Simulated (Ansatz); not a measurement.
## Geometry relaxation, with input and output: Zn8O7 (part 2 of 2)

The same run, continued: Zn8O7 (defect cell, 15 atoms in the cell); DFT PBE, scalar-relativistic, plane waves, PAW, no spin polarisation (Ansatz 0.2.0); cutoff 420 eV, 4×4×4 k-mesh, Gaussian smearing of 0.01 eV. The structure derives from a Materials Project entry. It belongs to a series of runs on one base structure; here: O vacancy (site b), charge +0, atoms relaxed at the host's cell.

Geometry of the input (Å; fractional positions):
```
0.0000  0.0000  5.2932
6.5588  -0.0000  0.0000
-3.2794  5.6801  0.0000
Zn 0.5006  0.3333  0.1667
Zn 0.5006  0.3333  0.6667
Zn 0.5006  0.8333  0.1667
Zn 0.5006  0.8333  0.6667
Zn 0.0006  0.1667  0.3333
Zn 0.0006  0.1667  0.8333
Zn 0.0006  0.6667  0.3333
Zn 0.0006  0.6667  0.8333
O  0.8797  0.3333  0.6667
O  0.8797  0.8333  0.1667
O  0.8797  0.8333  0.6667
O  0.3797  0.1667  0.3333
O  0.3797  0.1667  0.8333
O  0.3797  0.6667  0.3333
O  0.3797  0.6667  0.8333
```

Output, continued:
```
--- Forces (eV/Å), atoms counted from 1 ---
  atom   1  Zn     0.00000000     0.00000000     0.00827568
  atom   2  Zn    -0.00002099    -0.00001212    -0.00035974
  atom   3  Zn     0.00000000     0.00002423    -0.00035974
  atom   4  Zn     0.00002099    -0.00001212    -0.00035974
  atom   5  Zn    -0.00376765     0.00217525    -0.00222449
  atom   6  Zn    -0.00000000    -0.00435051    -0.00222449
  atom   7  Zn     0.00376765     0.00217525    -0.00222449
  atom   8  Zn    -0.00000000    -0.00000000     0.00820536
  atom   9  O      0.00341983     0.00197444     0.00174232
  atom  10  O     -0.00000000    -0.00394888     0.00174232
  atom  11  O     -0.00341983     0.00197444     0.00174232
  atom  12  O     -0.00132161     0.00076303    -0.00511969
  atom  13  O     -0.00000000    -0.00152606    -0.00511969
  atom  14  O      0.00132161     0.00076303    -0.00511969
  atom  15  O     -0.00000000    -0.00000000     0.00139162
  max |Σ_I F_I| component: 1.21e-5 eV/Å
--- Band table (eV; the first three rows and the last of 13) ---
  k-point 0: bands = ["-11.2188", "-10.6580", "-10.6580", "-10.6413", "-10.5629", "-10.4568", "-10.4568", "0.6135", "0.6135", "0.6221", "0.7440", "0.7440", "0.7537", "0.8613", "0.8613", "0.8616", "0.8765", "0.8955", "0.8955", "0.9885", "1.0361", "1.0361", "1.2138", "1.2138", "1.2597", "1.3377", "1.3820", "1.3820", "1.4833", "1.4833", "1.4986", "1.6515", "1.6515", "1.6878", "1.7319", "1.7319", "1.7395", "1.7916", "1.7916", "1.8302", "1.8999", "1.8999", "2.0486", "2.0486", "2.0778", "2.0793", "2.0793", "2.1126", "2.4190", "2.5536", "2.5536", "2.9435", "3.1995", "3.1995", "3.6354", "3.6354", "4.2162", "4.2702", "4.6818", "4.7293", "4.7293", "5.0401", "5.0401", "5.5023", "5.5720", "5.5720", "5.9016", "6.1278", "6.1278", "9.0444", "10.6786", "10.6786", "11.0385", "11.8350", "12.3493", "12.3493", "13.0733", "13.6519", "13.6519", "13.9099", "13.9099", "14.2682", "14.7717", "15.7454"]
  k-point 1: bands = ["-11.1494", "-10.7542", "-10.6631", "-10.6329", "-10.5516", "-10.4580", "-10.4541", "0.5378", "0.6423", "0.6505", "0.7178", "0.7870", "0.7992", "0.8399", "0.8417", "0.8914", "0.9020", "0.9440", "0.9807", "0.9835", "1.0720", "1.0950", "1.2306", "1.2389", "1.2579", "1.2723", "1.3391", "1.3695", "1.3933", "1.4711", "1.4769", "1.5815", "1.5992", "1.6346", "1.6447", "1.6976", "1.7160", "1.7605", "1.8238", "1.8564", "1.8906", "1.9271", "2.0344", "2.0659", "2.0934", "2.1155", "2.1490", "2.2527", "2.4796", "2.6306", "2.6830", "2.8581", "3.2480", "3.2646", "3.6327", "3.7274", "4.0687", "4.1336", "4.4380", "4.8010", "4.9336", "5.0382", "5.1705", "5.2987", "5.3317", "5.5344", "5.8565", "6.0438", "6.1274", "9.0098", "10.3508", "10.3683", "11.0860", "11.8778", "12.8546", "13.0320", "13.6061", "13.7493", "13.8584", "14.0434", "14.1763", "14.3840", "14.8910", "15.7747"]
  k-point 2: bands = ["-11.0087", "-10.9176", "-10.6680", "-10.6258", "-10.5189", "-10.4834", "-10.4515", "0.4666", "0.6774", "0.6892", "0.7233", "0.7661", "0.8141", "0.8548", "0.9111", "0.9219", "0.9447", "0.9554", "1.0107", "1.0578", "1.0867", "1.1074", "1.1651", "1.1976", "1.2539", "1.3073", "1.3474", "1.3534", "1.4107", "1.4417", "1.4506", "1.5301", "1.5340", "1.5518", "1.5997", "1.6777", "1.6892", "1.7592", "1.7904", "1.8530", "1.8659", "1.9558", "2.0105", "2.0591", "2.0996", "2.1782", "2.2173", "2.3352", "2.4746", "2.7116", "2.7502", "2.8967", "3.3841", "3.6306", "3.6417", "3.7142", "3.8749", "4.0902", "4.2760", "4.3892", "4.9568", "4.9661", "5.0602", "5.1212", "5.4525", "5.4732", "5.8158", "5.9607", "6.6410", "8.2733", "10.1756", "10.8843", "11.1104", "11.7144", "13.0384", "13.3986", "13.8209", "14.0073", "14.0909", "14.4318", "14.6591", "14.9091", "15.3839", "15.5776"]
  k-point 12: bands = ["-10.8250", "-10.7549", "-10.6847", "-10.6619", "-10.6487", "-10.5438", "-10.5215", "0.3430", "0.5111", "0.5373", "0.5656", "0.6010", "0.6773", "0.7225", "0.7546", "0.7955", "0.8256", "0.8797", "0.9370", "0.9579", "1.0147", "1.0550", "1.0903", "1.1232", "1.1352", "1.1748", "1.2138", "1.2630", "1.3410", "1.3803", "1.4328", "1.5081", "1.5354", "1.5864", "1.6280", "1.6466", "1.6591", "1.6964", "1.8041", "1.8540", "1.9169", "1.9562", "1.9908", "1.9956", "2.0164", "2.0484", "2.1710", "2.5368", "2.7026", "2.9241", "3.3236", "3.4342", "3.5210", "3.7900", "3.9780", "4.0783", "4.2106", "4.8950", "4.9324", "4.9701", "5.0161", "5.0540", "5.1468", "5.1954", "5.2181", "5.2634", "5.3195", "5.5233", "6.7963", "9.4722", "9.6677", "10.2153", "11.2232", "11.6543", "12.3713", "13.0132", "13.3193", "13.5603", "14.1613", "14.8801", "15.0784", "15.1682", "15.2285", "15.2991"]
--- Relaxed structure (5 steps of the walk, 5 accepted, 0 SCFs on fresh bases) ---
  F+E_penalty+E_count = -30526.01977102 eV   max|allowed force component| = 8.276e-3 eV/Å
  atoms:
    - { symbol: Zn, position: [0.5453026926892692, 0.3333333333333333, 0.16666666666666669] }
    - { symbol: Zn, position: [0.4962080075272348, 0.3318807697009581, 0.665940384850479] }
    - { symbol: Zn, position: [0.4962080075272348, 0.8340596151495209, 0.16811923029904183] }
    - { symbol: Zn, position: [0.4962080075272348, 0.8340596151495208, 0.665940384850479] }
    - { symbol: Zn, position: [-0.006251750312481208, 0.17776990586759428, 0.32223009413240566] }
    - { symbol: Zn, position: [-0.0062517503124812105, 0.17776990586759428, 0.8555398117351886] }
    - { symbol: Zn, position: [-0.0062517503124812105, 0.6444601882648113, 0.32223009413240566] }
    - { symbol: Zn, position: [-0.0031491556545030362, 0.6666666666666665, 0.8333333333333333] }
    - { symbol: O, position: [0.8799510753126903, 0.32932232094809144, 0.6646611604740457] }
    - { symbol: O, position: [0.8799510753126903, 0.8353388395259542, 0.17067767905190845] }
    - { symbol: O, position: [0.8799510753126903, 0.835338839525954, 0.6646611604740457] }
    - { symbol: O, position: [0.3776624373391005, 0.17109387351473726, 0.3289061264852627] }
    - { symbol: O, position: [0.3776624373391005, 0.1710938735147373, 0.8421877470294745] }
    - { symbol: O, position: [0.3776624373391005, 0.6578122529705253, 0.3289061264852627] }
    - { symbol: O, position: [0.3779115649655995, 0.6666666666666665, 0.8333333333333333] }
```

Trajectory as extended XYZ (Å, eV, eV/Å), 5 frames, from step=1 to step=5:
```
15
Lattice="0.0000 0.0000 5.2932 6.5588 -0.0000 0.0000 -3.2794 5.6801 0.0000" Properties=species:S:1:pos:R:3:forces:R:3 step=1 energy=-30525.78220
Zn    1.6397    0.9467    2.6498    0.0000   0.0000   0.5825
Zn    0.0000    3.7867    2.6498    0.0735   0.0424   0.0196
Zn    4.9191    0.9467    2.6498    0.0000  -0.0849   0.0196
Zn    3.2794    3.7867    2.6498   -0.0735   0.0424   0.0196
Zn    0.0000    1.8934    0.0032    0.6050  -0.3493  -0.2179
Zn   -1.6397    4.7334    0.0032    0.0000   0.6986  -0.2179
Zn    3.2794    1.8934    0.0032   -0.6050  -0.3493  -0.2179
Zn    1.6397    4.7334    0.0032    0.0000   0.0000   0.0583
O     0.0000    3.7867    4.6565   -0.0953  -0.0550   0.0445
O     4.9191    0.9467    4.6565    0.0000   0.1100   0.0445
O     3.2794    3.7867    4.6565    0.0953  -0.0550   0.0445
O     0.0000    1.8934    2.0099   -0.0184   0.0106  -0.0684
O    -1.6397    4.7334    2.0099    0.0000  -0.0212  -0.0684
O     3.2794    1.8934    2.0099    0.0184   0.0106  -0.0684
O     1.6397    4.7334    2.0099    0.0000   0.0000   0.0260
15
Lattice="0.0000 0.0000 5.2932 6.5588 -0.0000 0.0000 -3.2794 5.6801 0.0000" Properties=species:S:1:pos:R:3:forces:R:3 step=2 energy=-30525.94606
Zn    1.6397    0.9467    2.7202    0.0000   0.0000   0.4237
Zn   -0.0029    3.7850    2.6504    0.0294   0.0169  -0.0330
Zn    4.9191    0.9501    2.6504    0.0000  -0.0339  -0.0330
Zn    3.2823    3.7850    2.6504   -0.0294   0.0169  -0.0330
Zn    0.0614    1.8579   -0.0207    0.3079  -0.1778  -0.0988
Zn   -1.6397    4.8042   -0.0207    0.0000   0.3556  -0.0988
Zn    3.2180    1.8579   -0.0207   -0.3079  -0.1778  -0.0988
Zn    1.6397    4.7334    0.0019    0.0000   0.0000   0.0249
O    -0.0120    3.7798    4.6655   -0.0126  -0.0073  -0.0087
O     4.9191    0.9605    4.6655    0.0000   0.0146  -0.0087
O     3.2914    3.7798    4.6655    0.0126  -0.0073  -0.0087
O     0.0138    1.8854    2.0002    0.0075  -0.0043  -0.0173
O    -1.6397    4.7494    2.0002    0.0000   0.0086  -0.0173
O     3.2655    1.8854    2.0002   -0.0075  -0.0043  -0.0173
O     1.6397    4.7334    2.0126    0.0000   0.0000   0.0239
15
Lattice="0.0000 0.0000 5.2932 6.5588 -0.0000 0.0000 -3.2794 5.6801 0.0000" Properties=species:S:1:pos:R:3:forces:R:3 step=3 energy=-30526.01354
Zn    1.6397    0.9467    2.8837    0.0000   0.0000  -0.0326
Zn   -0.0070    3.7826    2.6321   -0.0074  -0.0043  -0.0518
Zn    4.9191    0.9548    2.6321    0.0000   0.0086  -0.0518
Zn    3.2864    3.7826    2.6321    0.0074  -0.0043  -0.0518
Zn    0.1290    1.8189   -0.0424   -0.1134   0.0655   0.0720
Zn   -1.6397    4.8824   -0.0424    0.0000  -0.1309   0.0720
Zn    3.1504    1.8189   -0.0424    0.1134   0.0655   0.0720
Zn    1.6397    4.7334   -0.0140    0.0000   0.0000   0.0039
O    -0.0210    3.7746    4.6585    0.0057   0.0033   0.0326
O     4.9191    0.9710    4.6585    0.0000  -0.0065   0.0326
O     3.3004    3.7746    4.6585   -0.0057   0.0033   0.0326
O     0.0466    1.8665    2.0018   -0.0108   0.0062  -0.0457
O    -1.6397    4.7872    2.0018    0.0000  -0.0124  -0.0457
O     3.2328    1.8665    2.0018    0.0108   0.0062  -0.0457
O     1.6397    4.7334    2.0014    0.0000   0.0000   0.0075
15
Lattice="0.0000 0.0000 5.2932 6.5588 -0.0000 0.0000 -3.2794 5.6801 0.0000" Properties=species:S:1:pos:R:3:forces:R:3 step=4 energy=-30526.01901
Zn    1.6397    0.9467    2.8699    0.0000   0.0000   0.0524
Zn   -0.0067    3.7828    2.6298   -0.0028  -0.0016  -0.0084
Zn    4.9191    0.9544    2.6298    0.0000   0.0032  -0.0084
Zn    3.2861    3.7828    2.6298    0.0028  -0.0016  -0.0084
Zn    0.1133    1.8280   -0.0351   -0.0204   0.0118   0.0055
Zn   -1.6397    4.8642   -0.0351    0.0000  -0.0235   0.0055
Zn    3.1661    1.8280   -0.0351    0.0204   0.0118   0.0055
Zn    1.6397    4.7334   -0.0116    0.0000   0.0000  -0.0157
O    -0.0192    3.7757    4.6588   -0.0017  -0.0010   0.0101
O     4.9191    0.9688    4.6588    0.0000   0.0019   0.0101
O     3.2986    3.7757    4.6588    0.0017  -0.0010   0.0101
O     0.0426    1.8688    2.0001   -0.0102   0.0059  -0.0236
O    -1.6397    4.7825    2.0001    0.0000  -0.0118  -0.0236
O     3.2368    1.8688    2.0001    0.0102   0.0059  -0.0236
O     1.6397    4.7334    2.0020    0.0000   0.0000   0.0124
15
Lattice="0.0000 0.0000 5.2932 6.5588 -0.0000 0.0000 -3.2794 5.6801 0.0000" Properties=species:S:1:pos:R:3:forces:R:3 step=5 energy=-30526.01977
Zn    1.6397    0.9467    2.8864    0.0000   0.0000   0.0083
Zn   -0.0071    3.7826    2.6265    0.0000   0.0000  -0.0004
Zn    4.9191    0.9549    2.6265    0.0000   0.0000  -0.0004
Zn    3.2865    3.7826    2.6265    0.0000   0.0000  -0.0004
Zn    0.1092    1.8303   -0.0331   -0.0038   0.0022  -0.0022
Zn   -1.6397    4.8595   -0.0331    0.0000  -0.0044  -0.0022
Zn    3.1702    1.8303   -0.0331    0.0038   0.0022  -0.0022
Zn    1.6397    4.7334   -0.0167    0.0000   0.0000   0.0082
O    -0.0197    3.7753    4.6578    0.0034   0.0020   0.0017
O     4.9191    0.9695    4.6578    0.0000  -0.0039   0.0017
O     3.2991    3.7753    4.6578   -0.0034   0.0020   0.0017
O     0.0436    1.8682    1.9991   -0.0013   0.0008  -0.0051
O    -1.6397    4.7837    1.9991    0.0000  -0.0015  -0.0051
O     3.2358    1.8682    1.9991    0.0013   0.0008  -0.0051
O     1.6397    4.7334    2.0004    0.0000   0.0000   0.0014
```

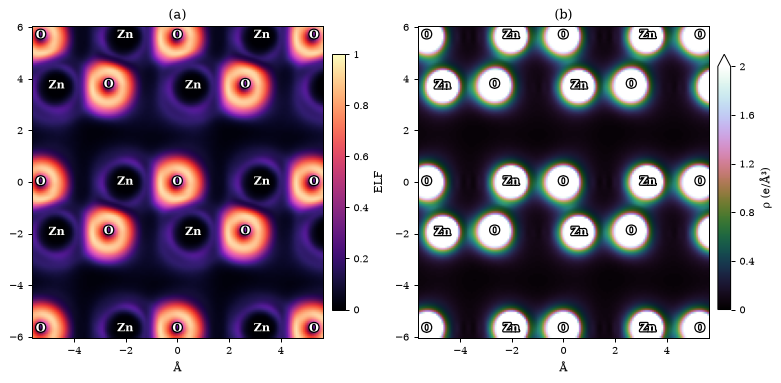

*(a) electron localisation function; (b) valence electron density on the (011) plane of the calculation cell.*

The section cuts through Zn and O sites. Zn–O (2.03 Å): ρ is about 0.53 e/Å³ halfway; the ELF is about 0.25 at the midpoint. Zn–O (2.03 Å): ρ at the midpoint is about 0.53 e/Å³; the ELF is about 0.25 at the midpoint. Away from the nuclei the density in this plane falls to 0.02 e/Å³ at its lowest. The fields are those of the smooth PAW valence density.

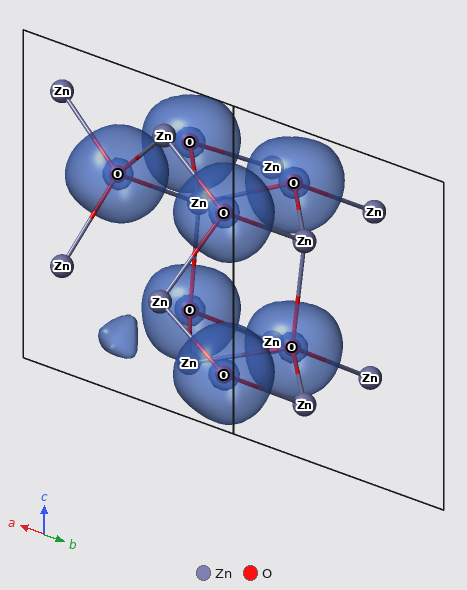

*Isosurface of the ELF at 0.6 (blue), seen along [110]. Core shells and regions of very low density are left out. Sticks mark near contacts. The outline is the calculation cell.*

Values along the shortest contacts: Zn–O (2.00 Å): the ELF is about 0.25 at the midpoint. Zn–O (2.05 Å): the ELF is about 0.25 at the midpoint.

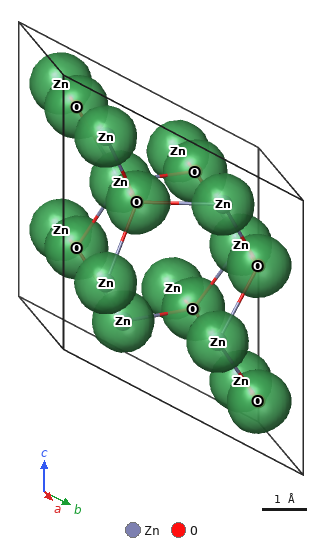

*Isosurface of the valence pseudo-density at 1 e/Å³ (green), seen slightly off an axis. Sticks mark near contacts. The outline is the calculation cell.*

At this value the density breaks into separate islands; it holds about 70 % of the electrons treated as valence. It is pinched off along the Zn–O (2.00 Å) and Zn–O (2.05 Å) contacts. On the grid the lowest density along these lines, outside the cores, is 0.56 e/Å³ (Zn–O, 2.00 Å) and 0.51 e/Å³ (Zn–O, 2.05 Å).

Summary:

```tsv
quantity	value
outcome	converged
electrons treated	138
free energy	−30526.0198 eV
Fermi energy	7.536 eV
gap on the k-point mesh	1.48 eV
final volume	197.20 Å³
largest force (length of the vector) at the end	0.008 eV/Å
wall time	30 s (CPU time 1.8 min)
peak memory	0.75 GiB
```
